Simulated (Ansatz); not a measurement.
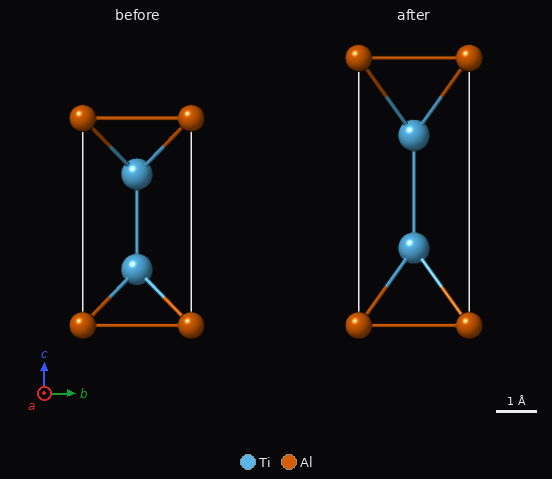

The structure of solid Ti$_{2}$Al (a generated structure, set up in P4/mmm) (coarse preliminary run) before (left) and after (right) a relaxation, at one scale.

Style: ball-and-stick. Shown: the cell of the calculation, along the a axis.

Level of theory: DFT PBE, scalar-relativistic, plane waves, PAW (Ansatz). Set-up: plane-wave cutoff 420 eV; k-point mesh 6 × 6 × 4; occupations gaussian; smearing width 0.1 eV; no spin polarisation; cell and atoms relaxed; force threshold 0.04 eV/Å; at most 70 steps.

### Describe what moved and what it gained.

The largest moves relative to the cell, 0.13 Å, are those of Ti atoms. Al stays in place. The volume changes by +33.9 %, with a = b 2.735 → 2.786 Å (+1.9 %), c 5.226 → 6.744 Å (+29.1 %). Among the contacts that change: Ti–Ti 2.822 → 3.896 Å, Ti–Ti 2.404 → 2.848 Å, Al–Ti 2.394 → 2.771 Å, Ti–Ti 2.735 → 2.786 Å. The space group stays P4/mmm (No. 123). The energy falls by 1002 meV per atom in 8 accepted moves (10 points after the start). The largest force component goes from 3.6 to 0.027 eV/Å. Pressure: 59.61 GPa at the start and −0.08 GPa at the end. At 2 points the geometry stayed and the basis and grid were re-selected for the new cell (energy shift of 37.0 meV per atom at most each time). Cost: 41 s on 1 thread of Intel(R) Xeon(R) Processor @ 2.50GHz (Skylake/Cascade Lake) (shared host), peak memory 0.37 GiB.

Limits of the set-up: the k-point mesh is coarse for a cell with partly filled bands.
